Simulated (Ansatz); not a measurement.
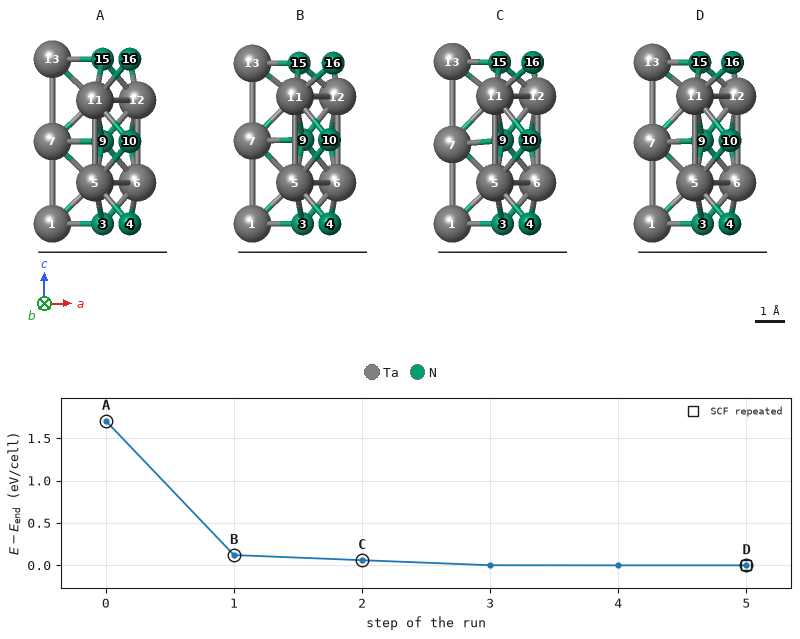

Frames of a constrained relaxation of a slab of composition Ta$_{7}$N$_{9}$ (cut from the P-62m phase), marked on the history of the run. Style: ball-and-stick. Shown: the 1 × 2 repeat of the cell, outlined in the plane, without the vacuum (origin shifted), along the b axis.

Case: clean slab, lower half held. The slab is the (0 0 1) face of TaN. 6 atoms are held fixed.

Level of theory: DFT PBEsol, scalar-relativistic, plane waves, PAW (Ansatz 0.2.0).

Input file:
```yaml
crystal:
  lattice:
    - [5.1789208721, 0.0, 0.0]
    - [-2.5894604361, 4.4850770395, 0.0]
    - [0.0, 0.0, 22.7919945411]
  atoms:
    - { symbol: Ta, position: [0.0, 0.0, 0.3729379623] }
    - { symbol: "N", position: [0.0, 0.3933709415, 0.3729379623] }
    - { symbol: "N", position: [0.3933709415, 0.0, 0.3729379623] }
    - { symbol: "N", position: [0.6066290585, 0.6066290585, 0.3729379623] }
    - { symbol: Ta, position: [0.3333333333, 0.6666666667, 0.4364689811] }
    - { symbol: Ta, position: [0.6666666667, 0.3333333333, 0.4364689811] }
    - { symbol: Ta, position: [0.0, 0.0, 0.5] }
    - { symbol: "N", position: [0.0, 0.3933709415, 0.5] }
    - { symbol: "N", position: [0.3933709415, 0.0, 0.5] }
    - { symbol: "N", position: [0.6066290585, 0.6066290585, 0.5] }
    - { symbol: Ta, position: [0.3333333333, 0.6666666667, 0.5635310189] }
    - { symbol: Ta, position: [0.6666666667, 0.3333333333, 0.5635310189] }
    - { symbol: Ta, position: [0.0, 0.0, 0.6270620377] }
    - { symbol: "N", position: [0.0, 0.3933709415, 0.6270620377] }
    - { symbol: "N", position: [0.3933709415, 0.0, 0.6270620377] }
    - { symbol: "N", position: [0.6066290585, 0.6066290585, 0.6270620377] }
basis:
  ecutwfc: 420
kpoints:
  mp_grid: { grid: [6, 6, 1] }
hamiltonian:
  xc: pbesol
scf:
  occupations: { method: gaussian, width: 0.1 }
output:
  forces: true
  eigenvalues: true
  write_density: true
  write_potential: true
  elf: true
  volumetric_format: npy
relax:
  adjacent_minimum: "off"
  f_tol: 0.03
  max_steps: 70
  constraints: [{ sites: [0, 1, 2, 3, 4, 5] }]
efield:
  axis: 3
  dipole_correction: true
  ramp_width: 0.04
```

Run as
```bash
ansatz run input.yaml --threads 2 --pin off --max-ram 5120MiB --backend cpu --events-out ev --progress --plain --runs-dir out
```

### What happens along the run?

The largest moves, 0.16 Å, are those of N14, N15 and N16. N15 goes at 44° to the normal (−c side). By element the largest moves are N 0.16 Å, Ta 0.15 Å. The cell stays as it was. Some distances before and after: Ta5–Ta11 2.896 → 3.042 Å, Ta11–N14 2.153 → 2.021 Å, Ta13–N14 2.037 → 1.926 Å, Ta11–Ta13 3.322 → 3.217 Å. Among the angles between lasting bonds that change: Ta11–N14–Ta12 87.9° → 95.4°, Ta11–N14–Ta13 104.9° → 109.2°, Ta11–N9–Ta12 87.9° → 84.1°. Over 4 accepted moves (5 points after the start) the energy falls by 1.706 eV per cell of the calculation. The largest force component goes from 5.1 to 0.023 eV/Å. 1 step only repeated the SCF at the same geometry. The run took 2.2 min on 2 threads of Intel(R) Xeon(R) Processor @ 2.70GHz (shared host), peak memory 0.96 GiB. From step 0 to 1: N atoms move most (0.20 Å), energy −1.584 eV per cell of the calculation. From step 1 to 2: Ta7 moves most (0.13 Å), energy −60.8 meV per cell of the calculation. From step 2 to 5: Ta7 moves most (0.07 Å), energy −60.8 meV per cell of the calculation.
